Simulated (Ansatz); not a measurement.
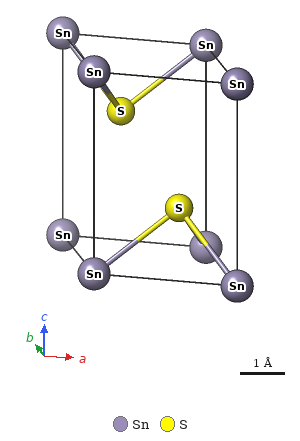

Lattice vibrations of crystalline SnS₂ relaxed at 30 GPa, at the zone centre. Style: ball-and-stick. Shown: the cell of the calculation, slightly off an axis.

These are results of DFT PBE, scalar-relativistic, plane waves, PAW (Ansatz), not measurements.

Input file:
```yaml
crystal:
  lattice:
    - [3.4690253535, 0.0, 0.0]
    - [-1.7345126767, 3.0042640825, 0.0]
    - [0.0, 0.0, 4.8251973701]
  atoms:
    - { symbol: Sn, position: [0.0, 0.0, 0.0] }
    - { symbol: S, position: [0.6666666667, 0.3333333333, 0.3025418114] }
    - { symbol: S, position: [0.3333333333, 0.6666666667, 0.6974581886] }
basis:
  ecutwfc: 420
kpoints:
  mp_grid: { grid: [12, 12, 10] }
hamiltonian:
  xc: pbe
scf:
  occupations: { method: fermi_dirac, width: 0.15 }
output:
  eigenvalues: true
phonons:
  method: dfpt
  eigenvectors: true
```

Launched with:
```bash
ansatz run input.yaml --threads 1 --pin off --max-ram 3072MiB --backend cpu --events-out ev --progress --plain --runs-dir out
```

The frequencies depend somewhat on the k-mesh and the smearing.

**Give the spectrum at this point.**

The calculation's cell holds 3 atoms, so there are 6 optical modes, in 4 levels. The optical modes span E_u + E_g + A₁g + A₂u. No level is unstable.

```json
{"level": "1", "symmetry": "E_u", "frequency (cm⁻¹)": "260", "activity": "infrared-active"}
{"level": "2", "symmetry": "E_g", "frequency (cm⁻¹)": "315", "activity": "Raman-active"}
{"level": "3", "symmetry": "A₁g", "frequency (cm⁻¹)": "358", "activity": "Raman-active"}
{"level": "4", "symmetry": "A₂u", "frequency (cm⁻¹)": "368", "activity": "infrared-active"}
```

The crystal is a metal, so free carriers screen the infrared response.

The modes drawn as arrows (one member of each degenerate set):

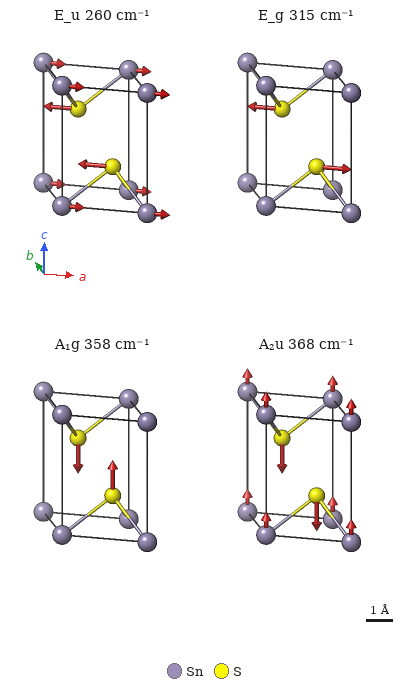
